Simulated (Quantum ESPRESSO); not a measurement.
**Density-of-states run, with input and output: KCl (part 2 of 2)**

Continued. System: KCl (P-1, 2 atoms in the cell). Method: Kohn-Sham DFT of a periodic cell, PBE with D3M(BJ), PseudoDojo 0.5 SR PBE standard, no spin polarisation (Quantum ESPRESSO 7.5); cutoff 1510.23 eV, 7×7×7 k-mesh, cold smearing of 0.025 eV. The structure derives from an entry of the Crystallography Open Database.

Geometry of the input (Å; fractional positions):
```
-0.0091  3.1170  3.1635
3.1876  -0.0401  3.1945
3.1187  3.0791  0.0288
K  0.0000  0.0000  0.0000
Cl 0.5000  0.5000  0.5000
```

File pp_potential.out
```
This program is part of the open-source Quantum ESPRESSO suite
     for quantum simulation of materials; please cite
         "P. Giannozzi et al., J. Phys.:Condens. Matter 21 395502 (2009);
         "P. Giannozzi et al., J. Phys.:Condens. Matter 29 465901 (2017);
         "P. Giannozzi et al., J. Chem. Phys. 152 154105 (2020);
          URL
     in publications or presentations arising from this work. More details at

     ./tmp/pwscf.save/

     IMPORTANT: XC functional enforced from input :
     Exchange-correlation= PBE
                           (   1   4   3   4   0   0   0)
     Any further DFT definition will be discarded
     Please, verify this is what you really want

     G-vector sticks info
     --------------------
     sticks:   dense  smooth     PW     G-vecs:    dense   smooth      PW
     Sum        2195    2195    631                66433    66433   10187

     Using Slab Decomposition

     Calling punch_plot, plot_num =  11
     Writing data to file  potential.dat
     Reading data from file  potential.dat

     Writing data to be plotted to file potential.cube
     Plot Type: 3D                     Output format: Gaussian cube

=------------------------------------------------------------------------------=
   JOB DONE.
=------------------------------------------------------------------------------=
```

File pp_elf.out
```
This program is part of the open-source Quantum ESPRESSO suite
     for quantum simulation of materials; please cite
         "P. Giannozzi et al., J. Phys.:Condens. Matter 21 395502 (2009);
         "P. Giannozzi et al., J. Phys.:Condens. Matter 29 465901 (2017);
         "P. Giannozzi et al., J. Chem. Phys. 152 154105 (2020);
          URL
     in publications or presentations arising from this work. More details at

     ./tmp/pwscf.save/

     IMPORTANT: XC functional enforced from input :
     Exchange-correlation= PBE
                           (   1   4   3   4   0   0   0)
     Any further DFT definition will be discarded
     Please, verify this is what you really want

     G-vector sticks info
     --------------------
     sticks:   dense  smooth     PW     G-vecs:    dense   smooth      PW
     Sum        2195    2195    631                66433    66433   10187

     Using Slab Decomposition

     Calling punch_plot, plot_num =   8
     Message from routine do_elf_kin:
     elf/kin + US not fully implemented
     Writing data to file  elf.dat
     Reading data from file  elf.dat

     Writing data to be plotted to file elf.cube
     Plot Type: 3D                     Output format: Gaussian cube

=------------------------------------------------------------------------------=
   JOB DONE.
=------------------------------------------------------------------------------=
```

File nscf.out
```
This program is part of the open-source Quantum ESPRESSO suite
     for quantum simulation of materials; please cite
         "P. Giannozzi et al., J. Phys.:Condens. Matter 21 395502 (2009);
         "P. Giannozzi et al., J. Phys.:Condens. Matter 29 465901 (2017);
         "P. Giannozzi et al., J. Chem. Phys. 152 154105 (2020);
          URL
     in publications or presentations arising from this work. More details at

     Atomic positions and unit cell read from directory:
     ./tmp/pwscf.save/

     Message from routine setup:
     using ibrav=0 with symmetry is DISCOURAGED, use correct ibrav instead
     [opt_tetra]  Optimized tetrahedron method is used.

     G-vector sticks info
     --------------------
     sticks:   dense  smooth     PW     G-vecs:    dense   smooth      PW
     Sum        2195    2195    643                66433    66433   10343

     Using Slab Decomposition

     bravais-lattice index     =            0
     lattice parameter (alat)  =       8.3925  a.u.
     unit-cell volume          =     420.4335 (a.u.)^3
     number of atoms/cell      =            2
     number of atomic types    =            2
     number of electrons       =        16.00
     number of Kohn-Sham states=           14
     kinetic-energy cutoff     =     111.0000  Ry
     charge density cutoff     =     444.0000  Ry
     Exchange-correlation= PBE
                           (   1   4   3   4   0   0   0)

     celldm(1)=   8.392538  celldm(2)=   0.000000  celldm(3)=   0.000000
     celldm(4)=   0.000000  celldm(5)=   0.000000  celldm(6)=   0.000000

     crystal axes: (cart. coord. in units of alat)
               a(1) = (  -0.002038   0.701848   0.712324 )
               a(2) = (   0.717737  -0.009018   0.719305 )
               a(3) = (   0.702230   0.693320   0.006489 )

     reciprocal axes: (cart. coord. in units 2 pi/alat)
               b(1) = ( -0.701262  0.703642  0.708556 )
               b(2) = (  0.687972 -0.703317  0.694941 )
               b(3) = (  0.718835  0.720890 -0.708231 )

     PseudoPot. # 1 for K  read from file:
     K.upf
     Pseudo is Norm-conserving + core correction, Zval =  9.0
     Generated using ONCVPSP code by D. R. Hamann
     Using radial grid of 2222 points,  6 beta functions with:
                l(1) =   0
                l(2) =   0
                l(3) =   1
                l(4) =   1
                l(5) =   2
                l(6) =   2

     PseudoPot. # 2 for Cl read from file:
     Cl.upf
     Pseudo is Norm-conserving + core correction, Zval =  7.0
     Generated using ONCVPSP code by D. R. Hamann
     Using radial grid of 1028 points,  6 beta functions with:
                l(1) =   0
                l(2) =   0
                l(3) =   1
                l(4) =   1
                l(5) =   2
                l(6) =   2

     atomic species   valence    mass     pseudopotential
     K                 9.00    39.09830     K ( 1.00)
     Cl                7.00    35.45000     Cl( 1.00)

      2 Sym. Ops., with inversion, found

   Cartesian axes

     site n.     atom                  positions (alat units)
         1        K      tau(   1) = (   0.0000000   0.0000000   0.0000000  )
         2        Cl     tau(   2) = (   0.7089647   0.6930749   0.7190590  )

     --------------------------------------------
     DFT-D3 Dispersion Correction (3-body terms):
     --------------------------------------------
       Reference C6 values for interpolation:

         atom   Coordination number   C6
         Cl         0.000           184.69
         Cl         0.997           180.80
         K          0.000          9967.00
         K          0.977           676.04

       Values used:

         atom   Coordination number  R0_AB[au]  C6      C8
         K         14.281            4.007    676.04 129074.98
         Cl         5.678            2.933    180.80   7543.49

         Molecular C6 ( Ry / a.u.^6 ) =      1491.77

     number of k points=   666 (tetrahedron method)

     Number of k-points >= 100: set verbosity='high' to print them.

     Dense  grid:    66433 G-vectors     FFT dimensions: (  60,  60,  60)

     The potential is recalculated from file :
     ./tmp/pwscf.save/charge-density

     Starting wfcs are    9 randomized atomic wfcs +    5 random wfcs

     Band Structure Calculation
     Davidson diagonalization with overlap

     ethr =  6.25E-11,  avg # of iterations = 56.0

     End of band structure calculation

     Number of k-points >= 100: set verbosity='high' to print the bands.

     the Fermi energy is     2.9251 ev
     (compare with:     3.2141 eV, computed in scf)

=------------------------------------------------------------------------------=
   JOB DONE.
=------------------------------------------------------------------------------=
```

File dos.out
```
This program is part of the open-source Quantum ESPRESSO suite
     for quantum simulation of materials; please cite
         "P. Giannozzi et al., J. Phys.:Condens. Matter 21 395502 (2009);
         "P. Giannozzi et al., J. Phys.:Condens. Matter 29 465901 (2017);
         "P. Giannozzi et al., J. Chem. Phys. 152 154105 (2020);
          URL
     in publications or presentations arising from this work. More details at

     ./tmp/pwscf.save/

     IMPORTANT: XC functional enforced from input :
     Exchange-correlation= PBE
                           (   1   4   3   4   0   0   0)
     Any further DFT definition will be discarded
     Please, verify this is what you really want

     G-vector sticks info
     --------------------
     sticks:   dense  smooth     PW     G-vecs:    dense   smooth      PW
     Sum        2195    2195    643                66433    66433   10343

     Using Slab Decomposition

     Optimized tetrahedron method used

     [opt_tetra]  Optimized tetrahedron method is used.

=------------------------------------------------------------------------------=
   JOB DONE.
=------------------------------------------------------------------------------=
```

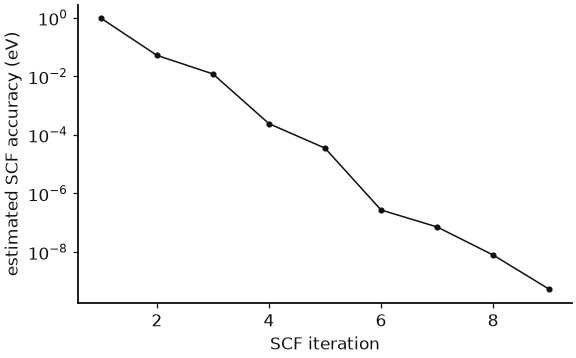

**Figure 1.** Convergence of the self-consistent field: estimated SCF accuracy against the iteration. The field takes 9 iterations in all.

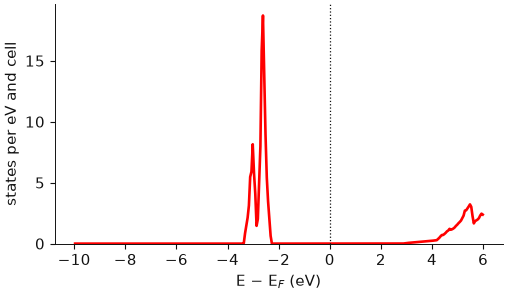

**Figure 2.** Density of states from the levels on the mesh of the run, whose fine structure reflects that mesh, with energies from the Fermi level of the run. At the top of the window the curve may fall because the computed bands end.
